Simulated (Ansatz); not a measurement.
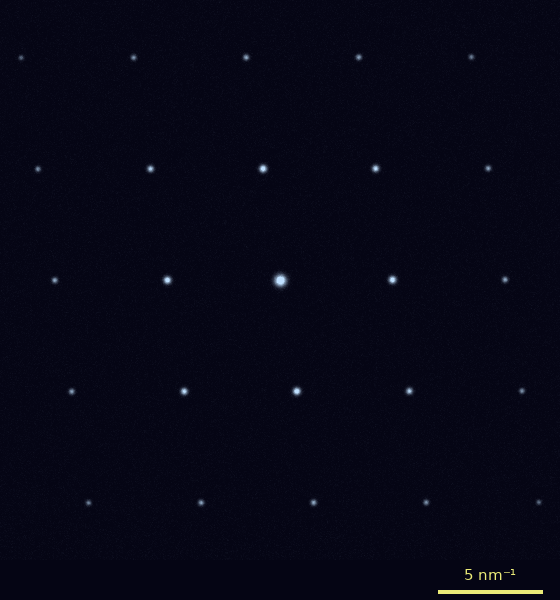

Computed electron diffraction pattern, 100 kV, single scattering only, B = 0.5 Å².

Phase: Au, space group P6/mmm (No. 191), a = 2.82 Å, c = 2.80 Å (hexagonal axes). Structure: the end point of a relaxation with DFT PBE, scalar-relativistic, plane waves, PAW in Ansatz; the starting structure was generated, so it need not be a known form of this composition.

```cif
data_structure
_symmetry_space_group_name_H-M 'P6/mmm'
_symmetry_Int_Tables_number 191
_cell_length_a 2.8238
_cell_length_b 2.8238
_cell_length_c 2.8028
_cell_angle_alpha 90.000
_cell_angle_beta 90.000
_cell_angle_gamma 120.000
_cell_volume 19.35
loop_
_atom_site_label
_atom_site_type_symbol
_atom_site_symmetry_multiplicity
_atom_site_Wyckoff_symbol
_atom_site_fract_x
_atom_site_fract_y
_atom_site_fract_z
_atom_site_occupancy
Au1 Au 1 b 0.00000 0.00000 0.50000 1
```

**Which low-index zone axis gives this pattern?**

The spots form a centred rectangular net with both shortest vectors at d = 1.84 Å, 81.5° apart. They index as -1 1 1 and 0 -1 1, so the zone axis is [211] (or an equivalent direction of <211>).

**List the strongest reflections.**

Strongest reflections with d > 0.80 Å, one of each family (|F|² from tabulated Gaussian fits of the electron scattering factors, times a small damping for the curvature of the Ewald sphere):

```
    hkl  d (Å)  I (strongest = 100)
1 -1 -1  1.843                  100
 1 -2 0  1.412                   59
 1 0 -2  1.216                   41
2 -2 -2  0.921                   19
2 -3 -1  0.878                   16
```
